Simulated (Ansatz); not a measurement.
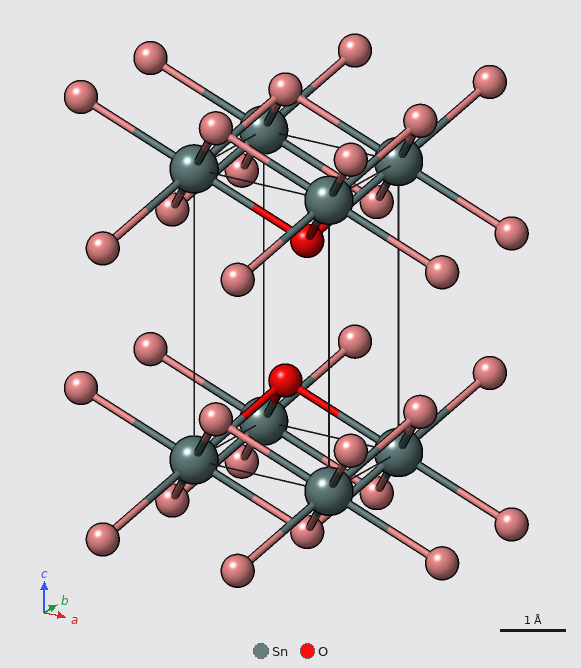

The crystal in a ball-and-stick representation, seen slightly off an axis. Lines trace the edges of the conventional unit cell. Bonded neighbours in the next cells are drawn too, in fainter colours. Cell: a = 3.22 Å, b = 3.22 Å, c = 4.59 Å, α = 90.00°, β = 90.00°, γ = 120.00°.

Starting structure: a structure type filled with these elements by a generator (whether the compound takes this form wasn't checked). Earlier steps of the study may have refined or changed the cell and positions. It went into a calculation with Ansatz.

Question: Summary of the structure:

Answer: The stoichiometry is SnO2. The structure has P-3m1 (No. 164) symmetry and a primitive hexagonal lattice. The structure type is cadmium iodide (CdI₂, 1T) type. The cell comprises 1 formula unit: 1 Sn, 2 O. Around each Sn lie six O in a distorted octahedral arrangement at about 2.1 Å. About every O there are three Sn in a trigonal pyramidal arrangement at about 2.1 Å. The bonds build SnO2 layers parallel to (001).

Calculation details: DFT PBE+D3(BJ), scalar-relativistic, plane waves, PAW (Ansatz); E_cut = 420 eV, 12×12×6 k-mesh, Gaussian smearing of 0.02 eV, no spin polarisation.

Question: Classify it as metallic or gapped, with the value.

Answer: A semiconductor at this level, with a gap of 1.87 eV, indirect.

Question: What net charge does each kind of atom have (Bader)?

Answer: Sn +2.36 e; O -1.18 e.

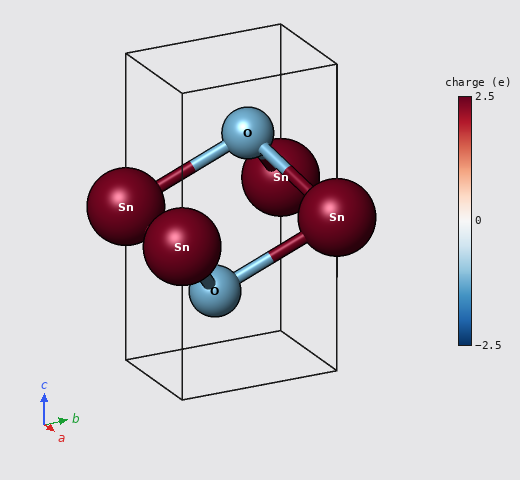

The atoms coloured by those charges. The run's cell of 3 atoms is drawn, so axes and origin can differ from the first picture.

Question: Does this geometry sit at a stationary point of the energy?

Answer: Yes. All forces vanish to within 0.01 eV/Å. The pressure is 0.0 GPa, close to zero.
